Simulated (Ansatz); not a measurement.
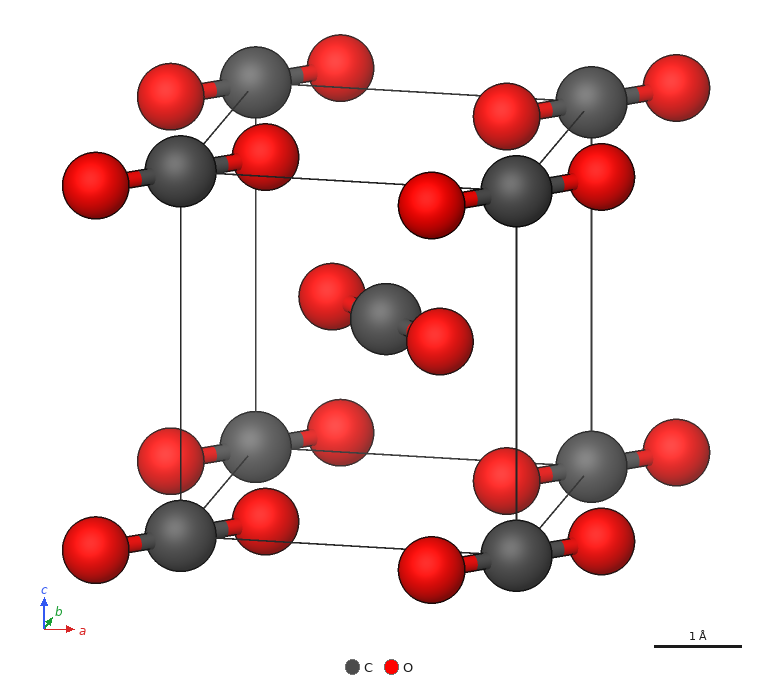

A ball-and-stick picture of a crystal structure, seen slightly off an axis. The outline marks the simulation cell. Finite groups of bonded atoms are drawn whole.

The calculation's input:
```yaml
crystal:
  lattice:
    - [3.9678365154, 0.0, 0.0]
    - [0.0, 3.9678365154, 0.0]
    - [0.0, 0.0, 4.3582814194]
  atoms:
    - { symbol: C, position: [0.5, 0.5, 0.5] }
    - { symbol: C, position: [0.0, 0.0, 0.0] }
    - { symbol: O, position: [0.2935070362, 0.7064929638, 0.5] }
    - { symbol: O, position: [0.7064929638, 0.2935070362, 0.5] }
    - { symbol: O, position: [0.2064929638, 0.2064929638, 0.0] }
    - { symbol: O, position: [0.7935070362, 0.7935070362, 0.0] }
kpoints:
  mp_grid: { grid: [4, 4, 4] }
  band_path:
    path:
      - [0.0, 0.0, 0.0]
      - [0.0, 0.5, 0.0]
      - [0.5, 0.5, 0.0]
      - [0.0, 0.0, 0.5]
      - [0.0, 0.5, 0.5]
      - [0.5, 0.5, 0.5]
      - [-0.5, -0.5, 0.453125]
      - [0.0, 0.0, -0.098958]
    npoints: 1
hamiltonian:
  xc: hse06
scf:
  occupations: { method: fixed }
  n_extra_bands: 5
output:
  forces: true
  stress: true
  eigenvalues: true
  write_density: true
  write_potential: true
  elf: true
  volumetric_format: npy
```
Run as:
```sh
ansatz run input.yaml --threads 4 --pin off --max-ram 4608MiB --backend cpu --events-out ev --progress --plain --runs-dir out
```

Level of theory: DFT, HSE06, plane waves, PAW in Ansatz. Settings were plane waves up to 420 eV, a 4×4×4 k-point grid, no spin polarisation.

> Metal or not?

An insulator at this level, with a gap of 8.62 eV, indirect; the smallest direct gap is 9.38 eV.

> Would the cell expand or shrink if it could?

The computed pressure is 3.2 GPa (compressed: it would expand). The stress isn't hydrostatic: its largest component is 6.2 GPa.

Starting structure: a structure listed in the Materials Project. The cell was then strained or its atoms displaced on purpose. It went into a calculation with Ansatz.
